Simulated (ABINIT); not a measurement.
Optical-spectrum calculation of Hf (part 2 of 2)

Continued. System: Hf (Pm-3m, 1 atom in the cell). Method: Kohn-Sham DFT of a periodic cell, LDA, HGH LDA semicore, no spin polarisation (ABINIT 10.8.3); cutoff 1224.51 eV, 16×16×16 k-mesh, fermi-dirac of 0.2 eV. The structure was built on a prototype by a generator; it need not be a known phase. The geometry was changed: volume scaled by 0.92.

Geometry of the input (Å; fractional positions):
```
2.8339  0.0000  0.0000
0.0000  2.8339  0.0000
0.0000  0.0000  2.8339
Hf 0.5000  0.5000  0.5000
```

What the program printed, continued:
```
--- !ResultsGS
iteration_state: {dtset: 1, }
comment   : Summary of ground state results
lattice_vectors:
- [  5.3553687,   0.0000000,   0.0000000, ]
- [  0.0000000,   5.3553687,   0.0000000, ]
- [  0.0000000,   0.0000000,   5.3553687, ]
lattice_lengths: [   5.35537,    5.35537,    5.35537, ]
lattice_angles: [ 90.000,  90.000,  90.000, ] # degrees, (23, 13, 12)
lattice_volume:   1.5359183E+02
convergence: {deltae: -4.476E-13, res2:  2.182E-14, residm:  2.832E-06, diffor: null, }
etotal    :  -5.01174344E+01
entropy   :   0.00000000E+00
fermie    :   2.14021505E-01
cartesian_stress_tensor: # hartree/bohr^3
- [ -7.51765309E-06,   0.00000000E+00,   0.00000000E+00, ]
- [  0.00000000E+00,  -7.51765309E-06,   0.00000000E+00, ]
- [  0.00000000E+00,   0.00000000E+00,  -7.51765309E-06, ]
pressure_GPa:   2.2118E-01
xred      :
- [  5.0000E-01,   5.0000E-01,   5.0000E-01, Hf]
cartesian_forces: # hartree/bohr
- [ -0.00000000E+00,  -0.00000000E+00,  -0.00000000E+00, ]
force_length_stats: {min:   0.00000000E+00, max:   0.00000000E+00, mean:   0.00000000E+00, }
...

 Integrated electronic density in atomic spheres:
 ------------------------------------------------
 Atom  Sphere_radius  Integrated_density
    1        2.00000          8.55364222
================================================================================

 ----iterations are completed or convergence reached----

 Mean square residual over all n,k,spin=   24.865E-10; max=  28.317E-07
 reduced coordinates (array xred) for    1 atoms
       0.500000000000      0.500000000000      0.500000000000
 rms dE/dt=  0.0000E+00; max dE/dt=  0.0000E+00; dE/dt below (all hartree)
    1       0.000000000000      0.000000000000      0.000000000000

 cartesian coordinates (angstrom) at end:
    1      1.41696952287925     1.41696952287925     1.41696952287925

 cartesian forces (hartree/bohr) at end:
    1     -0.00000000000000    -0.00000000000000    -0.00000000000000
 frms,max,avg= 0.0000000E+00 0.0000000E+00   0.000E+00  0.000E+00  0.000E+00 h/b

 cartesian forces (eV/Angstrom) at end:
    1     -0.00000000000000    -0.00000000000000    -0.00000000000000
 frms,max,avg= 0.0000000E+00 0.0000000E+00   0.000E+00  0.000E+00  0.000E+00 e/A
 length scales=  1.000000000000  1.000000000000  1.000000000000 bohr
              =  0.529177210544  0.529177210544  0.529177210544 angstroms
 Fermi (or HOMO) energy (hartree) =   0.21402   Average Vxc (hartree)=  -0.41345
 Eigenvalues (hartree) for nkpt= 120  k points:
 kpt#   1, nband= 10, wtk=  0.00195, kpt=  0.0313  0.0313  0.0313 (reduced coord)
  -2.03757   -0.87670   -0.87661   -0.87661   -0.02866    0.15700    0.15700    0.46955
   0.47203    0.47203
      occupation numbers for kpt#   1
   2.00000    2.00000    2.00000    2.00000    2.00000    1.99915    1.99915    0.00000
   0.00000    0.00000
 prteigrs : prtvol=0 or 1, do not print more k-points.

--- !EnergyTerms
iteration_state     : {dtset: 1, }
comment             : Components of total free energy in Hartree
kinetic             :  1.55962943151762E+01
hartree             :  8.31231622074553E+00
xc                  : -6.03514536267759E+00
Ewald energy        : -3.81459114621402E+01
psp_core            :  3.30003381801325E+00
local_psp           : -2.44139026799793E+01
non_local_psp       : -8.72368400356861E+00
internal            : -5.01099991544307E+01
'-kT*entropy'       : -7.43528814610195E-03
total_energy        : -5.01174344425768E+01
total_energy_eV     : -1.36376486627459E+03
band_energy         : -8.82330582663772E+00
...

 Cartesian components of stress tensor (hartree/bohr^3)
  sigma(1 1)= -7.51765309E-06  sigma(3 2)=  0.00000000E+00
  sigma(2 2)= -7.51765309E-06  sigma(3 1)=  0.00000000E+00
  sigma(3 3)= -7.51765309E-06  sigma(2 1)=  0.00000000E+00

-Cartesian components of stress tensor (GPa)         [Pressure=  2.2118E-01 GPa]
- sigma(1 1)= -2.21176990E-01  sigma(3 2)=  0.00000000E+00
- sigma(2 2)= -2.21176990E-01  sigma(3 1)=  0.00000000E+00
- sigma(3 3)= -2.21176990E-01  sigma(2 1)=  0.00000000E+00

================================================================================
== DATASET  2 ==================================================================

--- !DatasetInfo
iteration_state: {dtset: 2, }
dimensions: {natom: 1, nkpt: 120, mband: 18, nsppol: 1, nspinor: 1, nspden: 1, mpw: 2260, }
cutoff_energies: {ecut:  45.0, pawecutdg:  -1.0, }
electrons: {nelect:   1.20000000E+01, charge:   0.00000000E+00, occopt:   3.00000000E+00, tsmear:   7.34986000E-03, }
meta: {optdriver: 0, ionmov: 0, optcell: 0, iscf: -3, paral_kgb: 0, }
...

 mkfilename : getden/=0, take file _DEN from output of DATASET   1.

 Exchange-correlation functional for the present dataset will be:
  LDA: Perdew-Wang 92 LSD fit to Ceperley-Alder data - ixc=7
  J.P.Perdew and Y.Wang, PRB 45, 13244 (1992)

 Real(R)+Recip(G) space primitive vectors, cartesian coordinates (Bohr,Bohr^-1):
 R(1)=  5.3553687  0.0000000  0.0000000  G(1)=  0.1867285  0.0000000  0.0000000
 R(2)=  0.0000000  5.3553687  0.0000000  G(2)=  0.0000000  0.1867285  0.0000000
 R(3)=  0.0000000  0.0000000  5.3553687  G(3)=  0.0000000  0.0000000  0.1867285
 Unit cell volume ucvol=  1.5359183E+02 bohr^3
 Angles (23,13,12)=  9.00000000E+01  9.00000000E+01  9.00000000E+01 degrees

 getcut: wavevector=  0.0000  0.0000  0.0000  ngfft=  36  36  36
         ecut(hartree)=     45.000   => boxcut(ratio)=   2.22609

 getcut : COMMENT -
  Note that boxcut > 2.2 ; recall that boxcut=Gcut(box)/Gcut(sphere) = 2
  is sufficient for exact treatment of convolution.
  Such a large boxcut is a waste : you could raise ecut
  e.g. ecut=   55.748863 Hartrees makes boxcut=2

--------------------------------------------------------------------------------

================================================================================

--- !BeginCycle
iteration_state: {dtset: 2, }
solver: {iscf: -3, nstep: 120, nline: 4, wfoptalg: 0, }
tolerances: {tolwfr: 1.00E-12, }
...

     iter   Etot(hartree)      deltaE(h)  residm     vres2
 Non-SCF case, kpt    1 (  0.03125  0.03125  0.03125), residuals and eigenvalues=
  9.36E-13  4.42E-14  4.52E-14  5.92E-14  1.48E-13  6.64E-13  4.44E-14  2.80E-13
  6.10E-13  4.86E-13  1.39E-13  5.57E-13  4.57E-13  5.27E-13  2.63E-11  1.77E-10
  2.19E-07  8.22E-13
 -2.0376E+00 -8.7670E-01 -8.7661E-01 -8.7661E-01 -2.8656E-02  1.5700E-01
  1.5700E-01  4.6955E-01  4.7203E-01  4.7203E-01  7.0915E-01  7.1399E-01
  7.1399E-01  9.0800E-01  9.9423E-01  9.9423E-01  1.0828E+00  1.1092E+00
 prteigrs : prtvol=0 or 1, do not print more k-points.

--- !ResultsGS
iteration_state: {dtset: 2, }
comment   : Summary of ground state results
lattice_vectors:
- [  5.3553687,   0.0000000,   0.0000000, ]
- [  0.0000000,   5.3553687,   0.0000000, ]
- [  0.0000000,   0.0000000,   5.3553687, ]
lattice_lengths: [   5.35537,    5.35537,    5.35537, ]
lattice_angles: [ 90.000,  90.000,  90.000, ] # degrees, (23, 13, 12)
lattice_volume:   1.5359183E+02
convergence: {deltae:  0.000E+00, res2:  0.000E+00, residm:  9.949E-13, diffor:  0.000E+00, }
etotal    :  -5.01174344E+01
entropy   :   0.00000000E+00
fermie    :   2.14021504E-01
cartesian_stress_tensor: null
pressure_GPa: null
xred      :
- [  5.0000E-01,   5.0000E-01,   5.0000E-01, Hf]
cartesian_forces: null
force_length_stats: {min: null, max: null, mean: null, }
...

 Integrated electronic density in atomic spheres:
 ------------------------------------------------
 Atom  Sphere_radius  Integrated_density
    1        2.00000          8.55364221
================================================================================

 ----iterations are completed or convergence reached----

 Mean square residual over all n,k,spin=   29.889E-14; max=  99.488E-14
 reduced coordinates (array xred) for    1 atoms
       0.500000000000      0.500000000000      0.500000000000

 cartesian coordinates (angstrom) at end:
    1      1.41696952287925     1.41696952287925     1.41696952287925
 length scales=  1.000000000000  1.000000000000  1.000000000000 bohr
              =  0.529177210544  0.529177210544  0.529177210544 angstroms
 Eigenvalues (hartree) for nkpt= 120  k points:
 kpt#   1, nband= 18, wtk=  0.00195, kpt=  0.0313  0.0313  0.0313 (reduced coord)
  -2.03757   -0.87670   -0.87661   -0.87661   -0.02866    0.15700    0.15700    0.46955
   0.47203    0.47203    0.70915    0.71399    0.71399    0.90800    0.99423    0.99423
   1.08279    1.10920
      occupation numbers for kpt#   1
   2.00000    2.00000    2.00000    2.00000    2.00000    1.99915    1.99915    0.00000
   0.00000    0.00000    0.00000    0.00000    0.00000    0.00000    0.00000    0.00000
   0.00000    0.00000
 prteigrs : prtvol=0 or 1, do not print more k-points.

--- !EnergyTerms
iteration_state     : {dtset: 2, }
comment             : Components of total free energy in Hartree
kinetic             :  1.55962942122692E+01
hartree             :  8.31231622074554E+00
xc                  : -6.03514536267759E+00
Ewald energy        : -3.81459114621402E+01
psp_core            :  3.30003381801325E+00
local_psp           : -2.44139026799793E+01
non_local_psp       : -8.72368395473687E+00
internal            : -5.01099992085060E+01
'-kT*entropy'       : -7.43528813859645E-03
total_energy        : -5.01174344966446E+01
...

--- !EnergyTermsDC
iteration_state     : {dtset: 2, }
comment             : '"Double-counting" decomposition of free energy'
band_energy         : -8.82330583980539E+00
Ewald energy        : -3.81459114621402E+01
psp_core            :  3.30003381801325E+00
xc_dc               : -6.44081567050492E+00
internal            : -5.01099991544373E+01
'-kT*entropy'       : -7.43528813859645E-03
total_energy_dc     : -5.01174344425759E+01
...

================================================================================
== DATASET  3 ==================================================================

--- !DatasetInfo
iteration_state: {dtset: 3, }
dimensions: {natom: 1, nkpt: 120, mband: 14, nsppol: 1, nspinor: 1, nspden: 1, mpw: 2260, }
cutoff_energies: {ecut:  45.0, pawecutdg:  -1.0, }
electrons: {nelect:   1.20000000E+01, charge:   0.00000000E+00, occopt:   3.00000000E+00, tsmear:   7.34986000E-03, }
meta: {optdriver: 8, wfk_task: 7, }
...

 mkfilename : getwfk/=0, take file _WFK from output of DATASET   2.

 Exchange-correlation functional for the present dataset will be:
  LDA: Perdew-Wang 92 LSD fit to Ceperley-Alder data - ixc=7
  J.P.Perdew and Y.Wang, PRB 45, 13244 (1992)

--------------------------------------------------------------------------------

 Computation of velocity matrix elements (DDK)

 Parameters extracted from the Abinit header:
    ecut:     45.0
    nkpt:    4096
    mband:   18
    nsppol:  1
    nspinor: 1
    useylm:  0
    inclvkb: 2
    bmin: 1, bmax: 18
    Computing diagonal and off-diagonal matrix elements
    Between band index bmin: 1, bmax: 18

== END DATASET(S) ==============================================================
================================================================================

 -outvars: echo values of variables after computation  --------
            acell      1.0000000000E+00  1.0000000000E+00  1.0000000000E+00 Bohr
           etotal1    -5.0117434443E+01
           etotal2    -5.0117434443E+01
           etotal3     0.0000000000E+00
            fcart1    -0.0000000000E+00 -0.0000000000E+00 -0.0000000000E+00
            fcart3     0.0000000000E+00  0.0000000000E+00  0.0000000000E+00
            rprim      5.3553686540E+00  0.0000000000E+00  0.0000000000E+00
                       0.0000000000E+00  5.3553686540E+00  0.0000000000E+00
                       0.0000000000E+00  0.0000000000E+00  5.3553686540E+00
           strten1    -7.5176530939E-06 -7.5176530939E-06 -7.5176530939E-06
                       0.0000000000E+00  0.0000000000E+00  0.0000000000E+00
           strten3     0.0000000000E+00  0.0000000000E+00  0.0000000000E+00
                       0.0000000000E+00  0.0000000000E+00  0.0000000000E+00
           xangst      1.4169695229E+00  1.4169695229E+00  1.4169695229E+00
             xred      5.0000000000E-01  5.0000000000E-01  5.0000000000E-01
 Calculation completed.
```

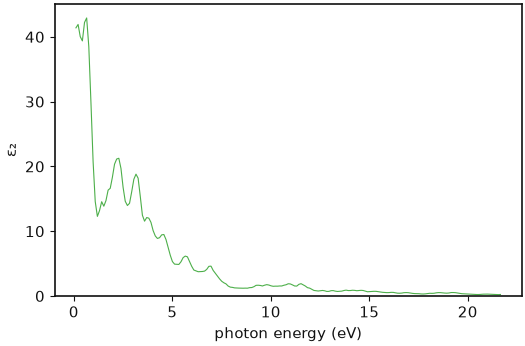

Fig. 1: Imaginary part of the dielectric function (first component that the program prints). The highest peak, 42.9, lies at 0.65 eV.

Key numbers:

```json
{"quantity": "outcome", "value": "converged"}
{"quantity": "space group (tolerance 0.01 Å)", "value": "Pm-3m (221)"}
{"quantity": "electrons treated", "value": "12"}
{"quantity": "free energy", "value": "−1363.7649 eV"}
{"quantity": "Fermi energy", "value": "5.824 eV"}
{"quantity": "pressure", "value": "0.22 GPa"}
{"quantity": "largest force (length of the vector)", "value": "under 0.001 eV/Å"}
{"quantity": "wall time", "value": "3.6 min"}
{"quantity": "peak memory", "value": "2.8 GiB"}
```

Remarks:

Points of doubt noted for this run: no intraband term. Spin–orbit coupling is left out, which matters for Hf.
